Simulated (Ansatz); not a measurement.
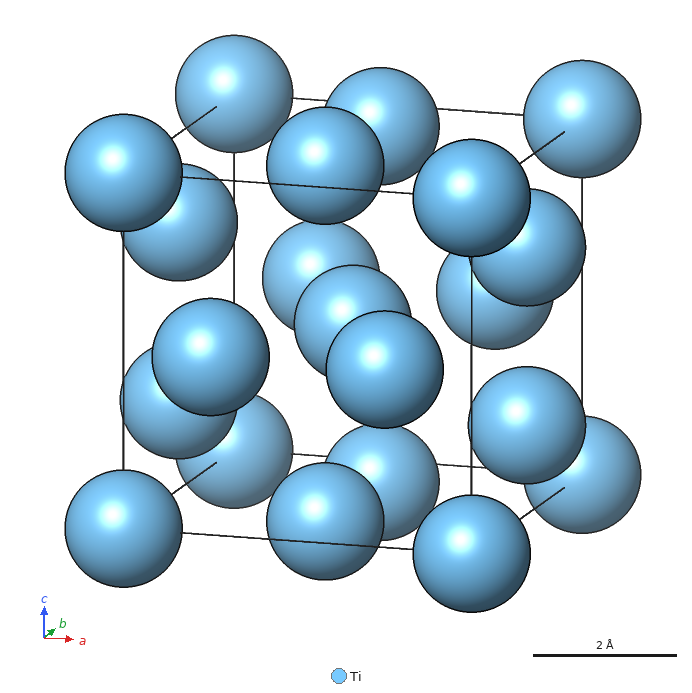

A spheres-only rendering, viewed slightly off an axis. The lines enclose the conventional unit cell; boundary atoms appear with their images.

Lattice: a = 5.11 Å, b = 5.11 Å, c = 5.11 Å, α = 90.00°, β = 90.00°, γ = 90.00°.

How many atoms are there in one cell?

Answer. 8 (titanium), counting shared atoms by their share.

State the space group and its number.

Answer. Pm-3n (No. 223), with Ti on 2a and Ti on 6c.

Identify the structure type.

Answer. Β-tungsten (A15) type.

Provenance: a textbook structure type filled with this element (whether it is the usual form wasn't checked). This is the structure after a relaxation with DFT PBEsol, scalar-relativistic, plane waves, PAW (Ansatz).
